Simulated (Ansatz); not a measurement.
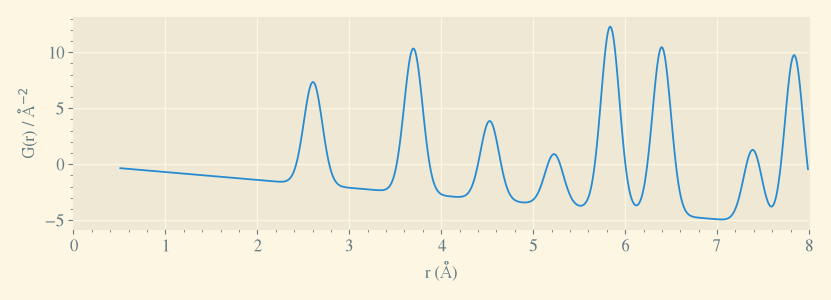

Simulated neutron pair distribution function, G(r) = R(r)/r − 4πρ₀r, summed over the atomic distances of the structure with each pair weighted by the product of the tabulated coherent neutron scattering lengths (natural isotope mix where the element has one); every distance is a Gaussian of σ = 0.10 Å.

Candidate polymorphs:

A. 
```cif
data_structure
_symmetry_space_group_name_H-M 'P6_3/mmc'
_symmetry_Int_Tables_number 194
_cell_length_a 2.7193
_cell_length_b 2.7193
_cell_length_c 4.7845
_cell_angle_alpha 90.000
_cell_angle_beta 90.000
_cell_angle_gamma 120.000
_cell_volume 30.64
loop_
_atom_site_label
_atom_site_type_symbol
_atom_site_symmetry_multiplicity
_atom_site_Wyckoff_symbol
_atom_site_fract_x
_atom_site_fract_y
_atom_site_fract_z
_atom_site_occupancy
Mo1 Mo 2 c 0.33333 0.66667 0.25000 1
```

B. 
Space group Fm-3m (No. 225). a = 4.017 Å, b = 4.017 Å, c = 4.017 Å, α = 90.00°, β = 90.00°, γ = 90.00°
| atom | site | symmetry | x | y | z |
| --- | --- | --- | --- | --- | --- |
| Mo | 4a | m-3m | 0.0000 | 0.0000 | 0.0000 |

C. 
```cif
data_structure
_symmetry_space_group_name_H-M 'P 1'
_symmetry_Int_Tables_number 1
_cell_length_a 2.6137
_cell_length_b 2.6137
_cell_length_c 2.6137
_cell_angle_alpha 90.000
_cell_angle_beta 90.000
_cell_angle_gamma 90.000
_cell_volume 17.86
loop_
_atom_site_label
_atom_site_type_symbol
_atom_site_fract_x
_atom_site_fract_y
_atom_site_fract_z
_atom_site_occupancy
Mo1 Mo 0.00000 0.00000 0.00000 1
```

D. 
```
Mo
1.0
     2.60728    0.00000    0.00000
     0.00000    5.33958    0.00000
     0.00000    0.00000    8.79781
Mo
8
Direct
  0.25000 0.25000 0.75000
  0.50000 0.00000 0.00000
  0.25000 0.75000 0.25000
  0.50000 0.50000 0.50000
  0.75000 0.25000 0.25000
  0.00000 0.00000 0.50000
  0.75000 0.75000 0.75000
  0.00000 0.50000 0.00000
```

Origins: A, the input geometry of an electronic-structure calculation (not necessarily at equilibrium); the starting structure was generated, so it need not be a known form of this composition; B, the geometry relaxed with DFT, revPBE, plane waves (420 eV) with PAW, scalar-relativistic (Ansatz); the starting structure was generated, so it need not be a known form of this composition; C, the geometry relaxed with DFT, revPBE, plane waves (420 eV) with PAW, scalar-relativistic in Ansatz 0.2.0; the starting structure was generated, so it need not be a known form of this composition; D, coordinates from a relaxation with Ansatz, DFT, LDA (PW92), plane waves (420 eV) with PAW, scalar-relativistic; the starting structure was generated, so it need not be a known form of this composition.

> Which candidate gives this PDF?

Candidate C, Mo, Pm-3m (first clear peaks at 2.61 Å (Mo–Mo) and 3.70 Å (Mo–Mo)). The others: D would give first clear peaks at 2.63 Å (Mo–Mo) and 2.97 Å (Mo–Mo); B would give first clear peaks at 2.84 Å (Mo–Mo) and 4.02 Å (Mo–Mo); A would give first clear peaks at 2.78 Å (Mo–Mo) and 3.95 Å (Mo–Mo).
